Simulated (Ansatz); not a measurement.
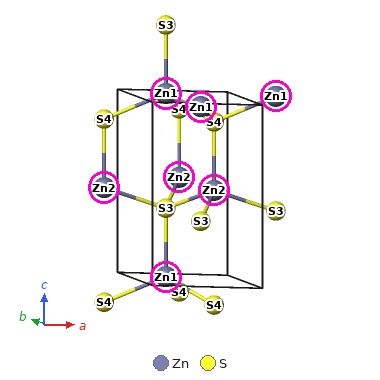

The system is ZnS (P6_3mc, No. 186; 4 atoms in the cell); the picture shows the reference structure. The energy is mapped over a free internal coordinate and the cell. The first coordinate is: shift of Zn1 along [0 0 1] of the conventional cell, Cartesian (0 0 1), its symmetry partners moved as symmetry demands (measured in the relaxed cell); the second: volume per atom at fixed shape. Nothing is relaxed (all other coordinates fixed). Grid: 5 × 5 points. Points are written as (first, second). All energies are given in meV/atom relative to the lowest grid point. All numbers below come from DFT PBEsol, scalar-relativistic, plane waves, PAW (Ansatz 0.2.0). Settings: cutoff 520 eV, k-mesh 9×9×6 in the order of the run's cell vectors, gaussian smearing 0.05 eV, no spin polarisation.

Its coordinates:

```xyz
4
Lattice="3.7814 0.0000 0.0000 -1.8907 3.2748 0.0000 0.0000 0.0000 6.2087" Properties=species:S:1:pos:R:3 pbc="T T T"
Zn    0.0000    2.1832    0.0338
Zn    1.8907    1.0916    3.1381
S     0.0000    2.1832    2.3566
S     1.8907    1.0916    5.4609
```

The input of one point:

```yaml
crystal:
  lattice:
    - [3.7814465092, 0.0, 0.0]
    - [-1.8907232546, 3.27482874, 0.0]
    - [0.0, 0.0, 6.2087146531]
  atoms:
    - { symbol: Zn, position: [0.3333333333, 0.6666666667, 0.0054424479] }
    - { symbol: Zn, position: [0.6666666667, 0.3333333333, 0.5054424479] }
    - { symbol: S, position: [0.3333333333, 0.6666666667, 0.3795575521] }
    - { symbol: S, position: [0.6666666667, 0.3333333333, 0.8795575521] }
basis:
  ecutwfc: 520.0
kpoints:
  mp_grid: { grid: [9, 9, 6] }
hamiltonian:
  xc: pbesol
  pseudopotentials: { kind: paw }
scf:
  occupations: { method: gaussian, width: 0.05 }
output:
  forces: true
  stress: true
  eigenvalues: true
  write_density: true
  write_potential: true
  elf: true
  volumetric_format: npy
```

Range: shift of Zn1 along [0 0 1] of the conventional cell, Cartesian (0 0 1), its symmetry partners moved as symmetry demands (measured in the relaxed cell) from −0.150 to 0.150 Å; volume per atom at fixed shape from 17.68 to 20.76 Å³.

Question: What landscape does the calculation give?

Answer: The lowest grid point is at (0.000 Å, 19.22 Å³). No other kind of well shows on this grid. The highest grid point, (0.150 Å, 17.68 Å³), lies 87.5 meV/atom above the lowest. Round the minimum the two coordinates are nearly uncoupled. The gap on the k-mesh is 2.2 eV at the lowest point and runs from 1.7 to 2.6 eV over the map.

```csv
"second ↓, first →",−0.150,−0.075,0.000,0.075,0.150
20.76,46.2,31.5,26.2,34.4,61.7
19.99,30.3,13.4,7.0,15.9,46.1
19.22,27.0,7.6,0.0,9.6,43.1
18.45,39.3,17.1,8.1,18.5,55.6
17.68,71.0,45.6,35.1,46.3,87.5
```

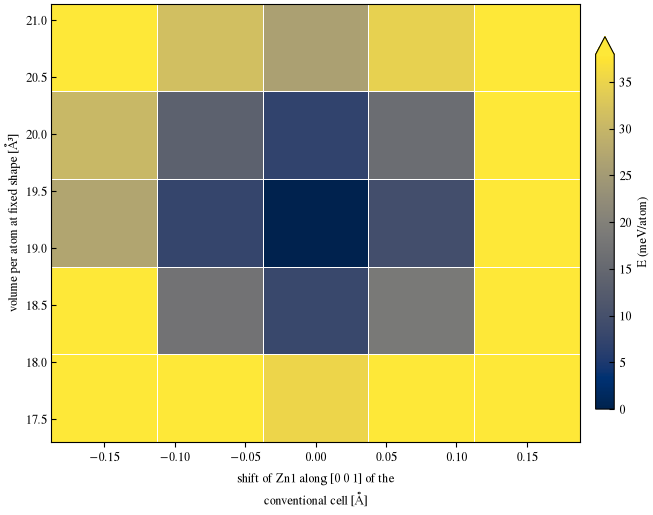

In the figure: one coloured cell a grid point, one colour for all values above the top of the scale.

The whole map (25 points run) took 8.4 min on 1 thread of Arm Neoverse N1, on a shared host.
